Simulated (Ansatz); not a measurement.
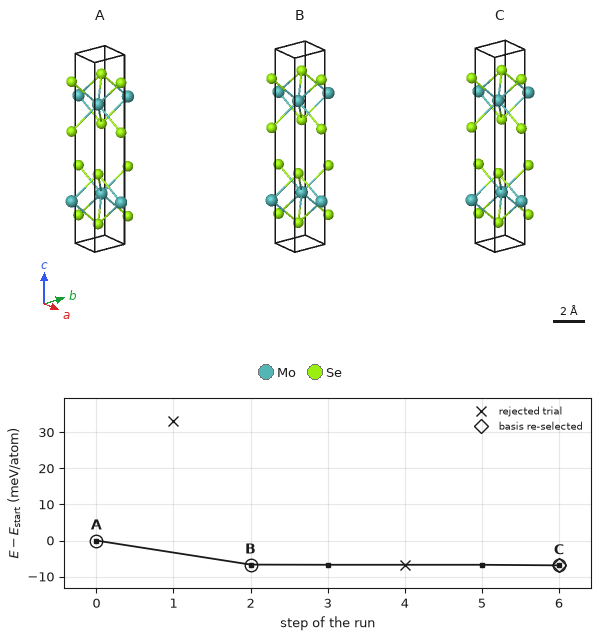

Frames of a relaxation of crystalline MoSe$_{2}$ (built on the 2H (MoS2) bulk type), marked on the history of the run. Style: ball-and-stick. Shown: the cell of the calculation, slightly off an axis.

Computed with DFT, r2SCAN+rVV10, plane waves, PAW in Ansatz 0.2.0. Settings: plane-wave cutoff 500 eV; k-point mesh 12 × 12 × 2; occupations fermi dirac; smearing width 0.02 eV; no spin polarisation; cell and atoms relaxed; force threshold 0.005 eV/Å.

### What happens along the run?

The largest moves relative to the cell, 0.063 Å, are those of Se atoms. Mo stays in place. The volume changes by +4.6 %, with a = b 3.277 → 3.305 Å (+0.9 %), c 12.734 → 13.088 Å (+2.8 %). The space group stays P6_3/mmc (No. 194). The energy falls by 6.9 meV per atom in 3 accepted moves (6 points after the start). The largest force component goes from 0.23 to 0.0006 eV/Å. Pressure: 1.37 GPa at the start and 0.01 GPa at the end. The line search rejected the trial steps at points 1, 4 of the run. At 1 point the geometry stayed and the basis and grid were re-selected for the new cell (energy shift of 0.2 meV per atom at most each time). Cost: 100 s on 2 threads of AMD EPYC 7R13 Processor (Zen 3), on a shared host, peak memory 1 GiB. From step 0 to 2: Se atoms move most (0.06 Å), volume +4.3 %, energy −6.7 meV per atom. From step 2 to 6: volume +0.2 %, energy −0.2 meV per atom.
